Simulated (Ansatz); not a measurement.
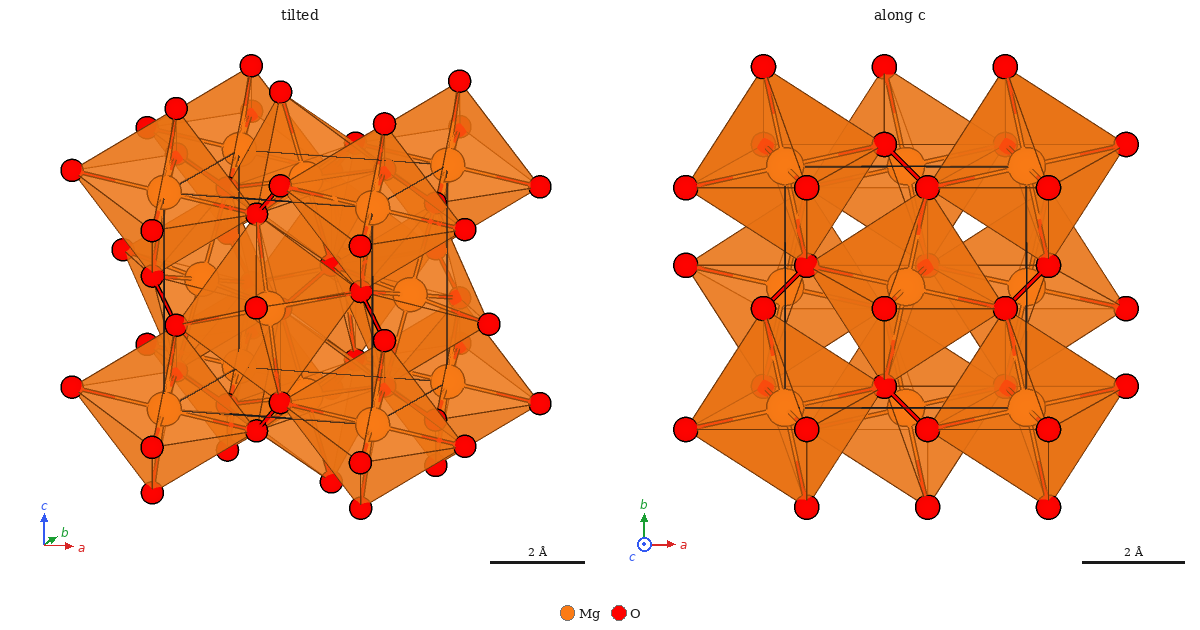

This polyhedral model is shown slightly off an axis and along the c axis. The box is the conventional unit cell; atoms on or close to its faces, edges and corners are drawn wherever they repeat. Some atoms of the next cells are drawn as well.

MgO₂, space group Pa-3 (No. 205), a = 4.74 Å, b = 4.74 Å, c = 4.74 Å, α = 90.00°, β = 90.00°, γ = 90.00°.

Setup: DFT PBEsol, scalar-relativistic, plane waves, PAW in Ansatz; a basis cut at 420 eV, the zone sampled with 6×6×6 points, Gaussian smearing of 0.02 eV, no spin polarisation.

> Metal or not?

An insulator at this level, with a gap of 4.19 eV on the k-mesh (the true edges may lie between mesh points, so the gap can be somewhat smaller).

It goes back to a structure listed in the Materials Project. The cell was then strained or its atoms displaced on purpose. The atoms were relaxed in a fixed cell with DFT PBEsol, scalar-relativistic, plane waves, PAW in Ansatz 0.2.0.

At this level of theory the run's own cell isn't at rest (compressed, at 10 GPa), so its distances can differ from those at equilibrium, the more so the softer the solid.
